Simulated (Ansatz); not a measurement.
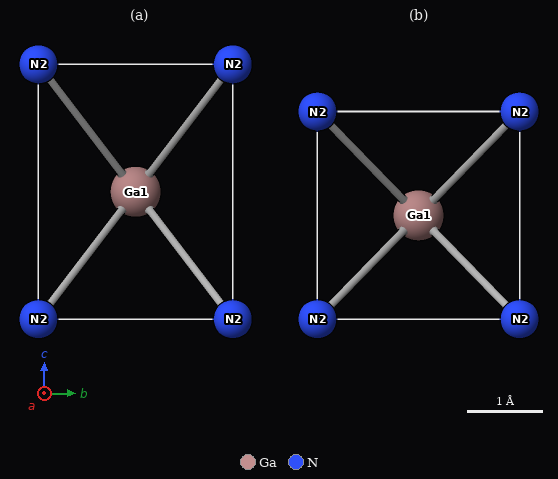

The structure of a crystal of GaN (built on the CuAu (L1_0)_123 type) (coarse preliminary run) before (left) and after (right) a relaxation, at one scale.

Style: ball-and-stick. Shown: the cell of the calculation, along the a axis.

Case: CuAu (L1_0) type (P4/mmm, No. 123).

All numbers below come from DFT PBE, scalar-relativistic, plane waves, PAW (Ansatz).

Input file:
```yaml
crystal:
  lattice:
    - [2.6141298017, 0.0, 0.0]
    - [0.0, 2.6141298017, 0.0]
    - [0.0, 0.0, 3.4263772758]
  atoms:
    - { symbol: Ga, position: [0.5, 0.5, 0.5] }
    - { symbol: "N", position: [0.0, 0.0, 0.0] }
basis:
  ecutwfc: 420
kpoints:
  mp_grid: { grid: [6, 6, 6] }
hamiltonian:
  xc: pbe
scf:
  occupations: { method: gaussian, width: 0.1 }
  lower_state_search: "off"
output:
  forces: true
  stress: true
  eigenvalues: true
relax:
  adjacent_minimum: "off"
  f_tol: 0.04
  max_steps: 70
  cell: { stress_tol: 0.4 }
```

Command:
```bash
ansatz run input.yaml --threads 1 --pin off --max-ram 2560MiB --backend cpu --events-out ev --progress --plain --runs-dir out
```

Q: Summarise the run.

A: No atom moves by more than 0.005 Å relative to the cell. The drawn cell changes as follows: a = b 2.614 → 2.718 Å (+4.0 %), c 3.426 → 2.791 Å (−18.5 %); the volume changes by −11.9 %. Near-neighbour distances that change, for instance: Ga1–N2 2.520 → 2.375 Å. The space group stays P4/mmm (No. 123). After 7 accepted moves (9 points after the start) the energy has fallen by 0.747 eV per cell of the calculation. All forces vanish by symmetry, so only the cell relaxes. The pressure goes from −4.97 to −0.01 GPa. The SCF was repeated twice at an unchanged geometry on a basis and grid sized afresh for the cell, which shifted the energy by 0.1 meV per cell of the calculation at most. Cost: 5.3 s on 1 thread of Intel(R) Xeon(R) 6975P-C (Granite Rapids), with other jobs on the host, peak memory 0.33 GiB.

Limits of the set-up: the k-point mesh is coarse for a cell with partly filled bands.
